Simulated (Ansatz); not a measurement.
# Run report: Te, single-point calculation

- system: Te (P3₁21, 3 atoms in the cell)
- method: DFT LDA, scalar-relativistic, plane waves, PAW, no spin polarisation (Ansatz 0.2.0)

The structure derives from an entry of the Crystallography Open Database. Figures and captions count atoms from 1; the log counts them from 0 in places.

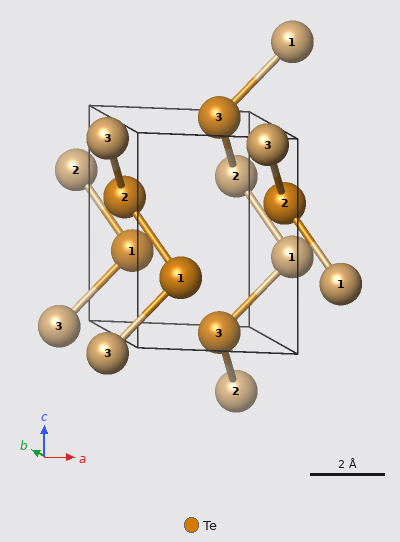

**Figure 1.** The structure as given in the input (ball-and-stick view of the cell of the calculation, seen slightly off an axis; neighbours outside the cell are drawn fainter; atoms are numbered from 1 in the order of the input). Near neighbours in the crystal (not all of them lie inside the picture): Te has 2 Te at 2.86 Å.

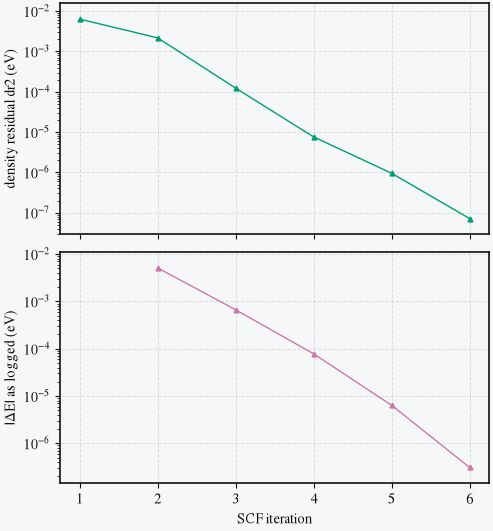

**Figure 2.** Convergence of the self-consistent field: density residual dr2 and size of the energy change against the SCF iteration. The residual falls at every step.

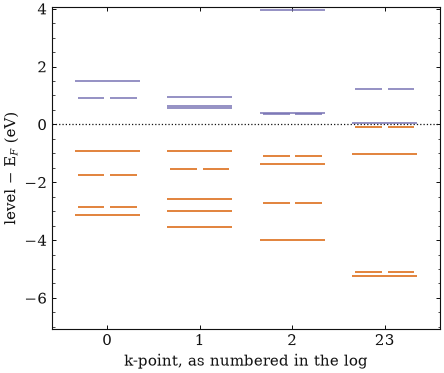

**Figure 3.** Kohn–Sham levels near the Fermi level (dotted) at the few k-points that the log prints; levels within 0.02 eV of each other stand side by side. Among these points the highest filled and lowest empty levels are 0.13 eV apart, which is the gap on the mesh.

The input and output of the run follow.

The input
```yaml
crystal:
  lattice:
    - [4.454, 0.0, 0.0]
    - [-2.227, 3.8572771485, 0.0]
    - [0.0, 0.0, 5.924]
  atoms:
    - { symbol: Te, position: [0.269, 0.0, 0.3333333333] }
    - { symbol: Te, position: [0.0, 0.269, 0.6666666667] }
    - { symbol: Te, position: [0.731, 0.731, 0.0] }
basis:
  ecutwfc: 420
kpoints:
  mp_grid: { grid: [6, 6, 4] }
hamiltonian:
  xc: lda
scf:
  occupations: { method: gaussian, width: 0.1 }
output:
  forces: true
  stress: true
  eigenvalues: true
```

Launch command:
```bash
ansatz run input.yaml --threads 4 --pin off --max-ram 10240MiB --backend cpu --events-out ev --progress --plain --runs-dir out
```

Output
```
Engine: ansatz 0.2.0, aarch64-unknown-linux-gnu
Pseudopotentials: kind: paw
Pseudopotential: Te, paw, valence charge 16, recommended cutoff 420 eV (normal), Te.paw.azcp
Functional definition: SPW92
  exchange = slater_x
  correlation = pw_c
Crystal: 3 atoms, lattice volume = 101.776 Å³
Basis set: ecut = 420 eV, 1993 PW (Γ)
Bands: 29, of which v1, the nominal top of the filled ones, is band 24 counted from 1 (23 counted from 0)
Symmetry: 6 space group operations
Space group: P3121 (ITA 152), of the structure as read, at distance tolerance 4.7e-5 Å
k-points: 24 of 144 (time reversal used)
Non-local potential: Te, projectors of the file, l = 0: 2, l = 1: 2, l = 2: 2, l = 3: 2
PAW form: soft (Blöchl's): semilocal exchange-correlation on the pseudo side does not see the compensation charge
PAW frozen core: Te, regenerated for the run's functional, and the local potential with it (the file was generated under x = pbe(κ = 0.804, μ = 0.2195149727645171), c = pbe(β = 0.06672455060314922))
PAW one-centre angular grid: Te, 590 points (default); XC on 64 Gauss nodes
Initial density: superposition of atomic densities (neutral atoms: chi_scale 0, normalization atom), corrected by the library's trained network
Initial wavefunctions: pseudopotential atomic-orbital guess
Functional: x = slater, c = lda
SCF iter   1: F=—  HF=-20481.532794 eV  |F-HF|=—  |Δ(HF+E_count)|=         —  Δρ=4.16e-3  dr2=6.34e-3  ethr=1.77e-3  ⟨swp⟩=6.9  Hψ=3121  notcnv=0
preconditioner: auto → Resta (q_TF=auto, 2.407 Å⁻¹)  ε∞=4.3  [insulator: Δε(μ)=0.135 eV  Ē_g=8.638 eV  σ=0.100 eV  W_gap=0.65  n_scr=22 (ndim 8)  ℏωp=15.6 eV  f_vac=0.027  D(μ)=0.27/eV (n_scr^D=0)  ε∞_Penn≈4.3]
SCF iter   2: F=—  HF=-20481.527697 eV  |F-HF|=—  |Δ(HF+E_count)|=   5.10e-3  Δρ=2.31e-3  dr2=2.17e-3  ethr=1.32e-5  ⟨swp⟩=2.0  Hψ=1047  notcnv=0
SCF iter   3: F=—  HF=-20481.527032 eV  |F-HF|=—  |Δ(HF+E_count)|=   6.66e-4  Δρ=3.49e-4  dr2=1.23e-4  ethr=4.53e-6  ⟨swp⟩=2.0  Hψ=1232  notcnv=0
SCF iter   4: F=—  HF=-20481.526954 eV  |F-HF|=—  |Δ(HF+E_count)|=   7.80e-5  Δρ=9.57e-5  dr2=7.59e-6  ethr=2.56e-7  ⟨swp⟩=2.0  Hψ=1251  notcnv=0
SCF iter   5: F=—  HF=-20481.526960 eV  |F-HF|=—  |Δ(HF+E_count)|=   6.38e-6  Δρ=2.81e-5  dr2=9.53e-7  ethr=1.58e-8  ⟨swp⟩=2.6  Hψ=1266  notcnv=0
SCF iter   6: F=-20481.526960 eV  HF=-20481.526960 eV  |F-HF|=2.96e-9  |Δ(HF+E_count)|=   3.10e-7  Δρ=8.13e-6  dr2=7.19e-8  ethr=2.08e-10  ⟨swp⟩=7.0  Hψ=3571  notcnv=0
SCF 1 converged in 6 iterations: F = -20481.526960 eV  dr2 = 7.19e-8
  greatest PAW one-centre occupation: 0.999 electrons in one spin orbital (limit 2), on the Te atom at site 0 (counted from 0), in its partial waves of l = 2
SCF converged after 6 iterations
Free energy (F): -20481.526960 eV
Harris-Foulkes:  -20481.526960 eV  (|F-HF|=2.96e-9)
Internal energy: -20481.525575 eV  (E = F + TS)
E sigma→0 (E₀):  -20481.526268 eV
Entropy (-TS):   -0.001385 eV (-0.462 meV/atom)
Fermi energy:    8.537325 eV
--- Per-component energies (eV) ---
  E_band       = -809.673411
  E_kinetic    = 543.704278
  E_local      = -3845.483000  (includes V_loc(G=0)·N_el)
  E_nonlocal   = -914.826675
  E_hartree    = 2433.319418
  E_xc         = -370.977937
  E_vxc        = -313.702969  (∫ρ·V_xc dr)
  E_paw        = -13529.002929  (= ΣΔE_a)
  E_vpaw       = -1145.999187  (= ΣTr[D̂ρ^β])
  E_aug_tail   = -0.000588  (compensation charges beyond the density's cutoff)
  E_ewald      = -4800.294125
  E_core_change = 2.035984  (= ΣΔE_core)
  E_smearing   = -0.001385  (= −TS)
  E_closure    = -0.000000  (closes the sum)
  Σ components = -20481.526960   (vs F -20481.526960, Δ=0.00e0)
--- Forces (eV/Å), atoms counted from 1 ---
  atom   1  Te     0.04578275     0.00000000     0.00000000
  atom   2  Te    -0.02289138     0.03964902     0.00000000
  atom   3  Te    -0.02289138    -0.03964902     0.00000000
  max |Σ_I F_I| component: 2.31e-18 eV/Å
--- Stress (GPa, compression-positive) ---
       -1.933997       0.000000       0.000000
        0.000000      -1.933997       0.000000
        0.000000       0.000000      -1.930280
  P = ⅓ Tr σ = -1.9328 GPa (-19.328 kbar)
--- Band table (eV; the first three rows and the last of 24) ---
  k-point 0: bands = ["-28.8167", "-28.8167", "-28.7672", "-28.7634", "-28.7634", "-28.6957", "-28.6292", "-28.6270", "-28.6270", "-28.5964", "-28.5941", "-28.5941", "-28.5734", "-28.5497", "-28.5497", "-5.2053", "-1.9343", "-1.9343", "5.4141", "5.6939", "5.6939", "6.7899", "6.7899", "7.6244", "9.4411", "9.4411", "10.0255", "13.4282", "13.4283"]
  k-point 1: bands = ["-28.8328", "-28.7947", "-28.7699", "-28.7692", "-28.7522", "-28.7077", "-28.6297", "-28.6295", "-28.6233", "-28.5959", "-28.5955", "-28.5938", "-28.5675", "-28.5512", "-28.5509", "-4.9812", "-3.2702", "-0.5765", "4.9997", "5.5395", "5.9564", "6.9870", "6.9977", "7.6057", "9.0858", "9.1608", "9.4863", "12.8408", "13.9569"]
  k-point 2: bands = ["-28.8385", "-28.7771", "-28.7771", "-28.7722", "-28.7323", "-28.7323", "-28.6301", "-28.6301", "-28.6214", "-28.5964", "-28.5947", "-28.5947", "-28.5572", "-28.5572", "-28.5521", "-4.3212", "-4.3212", "0.1104", "4.5345", "5.8072", "5.8072", "7.1600", "7.4413", "7.4413", "8.8806", "8.8806", "8.9143", "12.4994", "13.7363"]
  k-point 23: bands = ["-28.8373", "-28.7750", "-28.7750", "-28.7690", "-28.7308", "-28.7308", "-28.6315", "-28.6315", "-28.6193", "-28.6011", "-28.5924", "-28.5924", "-28.5698", "-28.5698", "-28.5354", "-3.3923", "-3.3923", "-1.7313", "3.2974", "3.4471", "3.4471", "7.5211", "8.4537", "8.4537", "8.5880", "9.7555", "9.7555", "14.3415", "14.9115"]
```

Key numbers

```tsv
quantity	value
outcome	converged
space group (tolerance 0.01 Å)	P3₁21 (152)
electrons treated	48
free energy	−20481.5270 eV
Fermi energy	8.537 eV
gap on the k-point mesh	0.13 eV
pressure	−1.93 GPa
largest force (length of the vector)	0.046 eV/Å
hardware	4 threads of Arm Neoverse N1, 24 GiB of memory available, shared host
wall time	2.7 s (CPU time 9.7 s)
peak memory	0.34 GiB
```
